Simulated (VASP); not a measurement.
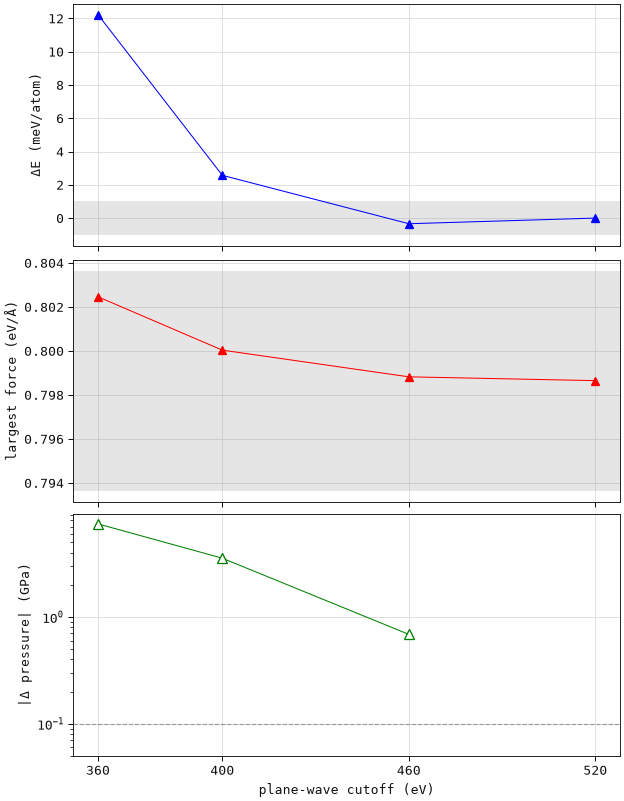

Scan of the plane-wave cutoff (density cutoff scaled with it).
The run: GaN (R3m, 2 atoms in the cell), by HSE06, plane waves, standard recommended PAW potentials (VASP); 4×4×4 k-mesh, Fermi–Dirac smearing of 0.05 eV.
ΔE is the free energy less its value at the largest setting, 520 eV.
Dashed lines or grey bands mark the tolerance: 1 meV/atom, 0.005 eV/Å and 0.1 GPa.
On logarithmic panels, open markers lie below the reference value and filled ones above.
The atoms sit off their equilibrium sites.

**What is enough for the free energy to 1 meV/atom?**

The free energy is within 1 meV/atom of the largest setting's value from 460 eV on. It is off by +12 meV/atom at 360 eV and +2.6 meV/atom at 400 eV.

**How does the largest force behave (tolerance 0.005 eV/Å)?**

The largest force is within 0.005 eV/Å of the largest setting's value at every setting shown, 360 eV included. The largest deviation is 0.004 eV/Å.

**How does the pressure behave (tolerance 0.1 GPa)?**

The pressure at the last setting but one, 460 eV, is still more than 0.1 GPa from the largest setting's value, so the scan doesn't show it converged. It is off by 7.4 GPa at 360 eV, 3.5 GPa at 400 eV and 0.69 GPa at 460 eV (always below it).
